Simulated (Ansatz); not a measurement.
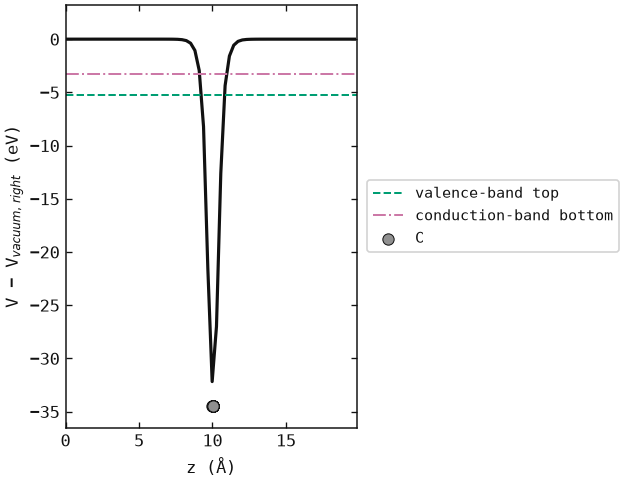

Plane-averaged electrostatic potential energy of an electron across the slab; circles at the bottom mark the heights of the atoms.

Structure: a (001) slab cut from C (R-3m), 32 atoms in the cell, the slab at its places in the relaxed adsorbed structure; a = 9.86 Å, b = 9.86 Å, c = 19.81 Å, α = 90.00°, β = 90.00°, γ = 120.00°.

Level of theory: DFT PBE+D3(BJ), scalar-relativistic, plane waves, PAW, no spin polarisation, 2×2×1 k mesh, 420 eV cutoff, Gaussian smearing of 0.05 eV; code Ansatz.

> What are the ionisation potential and the electron affinity of the slab?

From the vacuum level at the right face the ionisation potential is 5.26 eV and the electron affinity 3.29 eV; the left face gives the same. The slab's gap, their difference before rounding, is 1.97 eV. The two vacuum levels agree, so the slab has no net dipole along its normal.

> How thick are slab and vacuum?

It is one flat layer of atoms in a cell 19.8 Å high.
